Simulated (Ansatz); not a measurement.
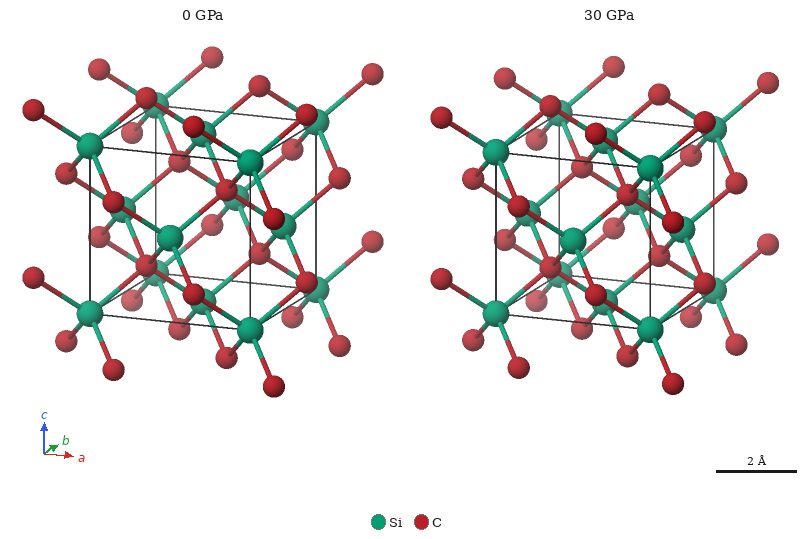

A crystal of SiC (set up in F-43m), relaxed (cell and atoms) at several target pressures. The picture shows the first and the last member. The picture is a ball-and-stick view of the conventional cell (4 times the calculation's cell), seen slightly off an axis. Lengths and directions refer to the drawn axes.

Computed with Ansatz 0.2.0: PBE, Ansatz PAW. Set-up: plane-wave cutoff 420 eV; k-point mesh 10 × 10 × 10; occupations fermi-dirac; smearing width 0.05 eV; no spin polarisation; cell and atoms relaxed; force threshold 0.01 eV/Å.

```tsv
pressure (GPa)	volume (Å³/atom)	a (Å)
0	10.502	4.380
2	10.404	4.366
5	10.269	4.347
10	10.057	4.317
20	?	?
30	9.377	4.218
```

### Fill in the missing row.

Murnaghan's form V = V₀(1 + B′P/B₀)^(−1/B′), with V₀ = 10.502 Å³ from the row at zero pressure, fits the other rows with B₀ = 213 GPa and B′ = 3.72 (largest miss 0.002 Å³). At 20 GPa it gives 10.502 × (1 + 3.72 × 20/213)^(−1/3.72) = 9.689 Å³ per atom. The calculation gives 9.690 Å³/atom (a = 4.264 Å). The estimate is 0.001 Å³/atom too low. From the first member to the last: C–Si 1.896 → 1.826 Å.

The whole series:

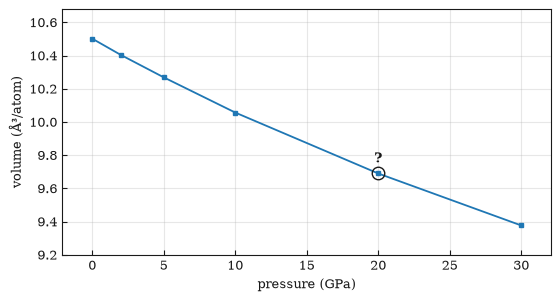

Each member starts from this one structure; whether another phase lies lower wasn't checked.
